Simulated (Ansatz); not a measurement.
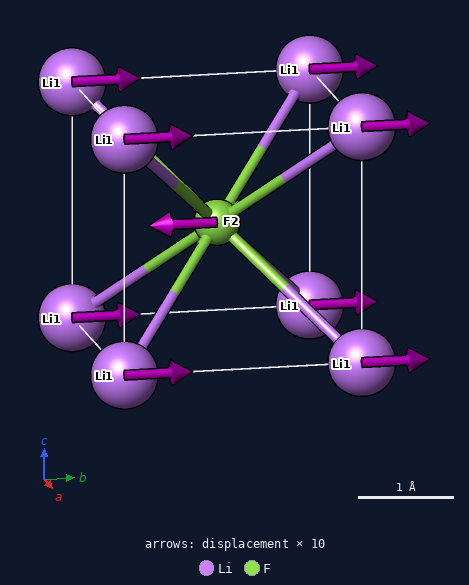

A symmetric starting cell of LiF. The purple arrows show how the atoms are displaced, magnified 10 times. A ball-and-stick model of the cell of the calculation, seen slightly off an axis.

Method: Ansatz 0.2.0, DFT PBE, scalar-relativistic, plane waves, PAW. Settings: plane-wave cutoff 420 eV; k-point mesh 10 × 10 × 10; occupations gaussian; smearing width 0.02 eV; no spin polarisation.

Question: Describe the change and its computed effect.

Answer: Atoms are displaced by 0.07 Å: F2 0.07 Å along −b, Li1 0.07 Å along +b. No relaxation follows. The starting cell wasn't computed here and needn't be at equilibrium, so pressure and forces aren't due to the change alone. The pressure is 0.5 GPa (not all of it need come from the change, since the unchanged cell can be under pressure at this level too). The principal stresses (compression positive) are 1.0 GPa along b and 0.3 GPa across it. The largest forces, 0.05 eV/Å, act on Li1 and F2. Among the bonded contacts that change: F–Li 2.217 → 2.134 to 2.306 Å. The space group (tolerance 0.01 Å) goes from Pm-3m (No. 221) to P4mm (No. 99).
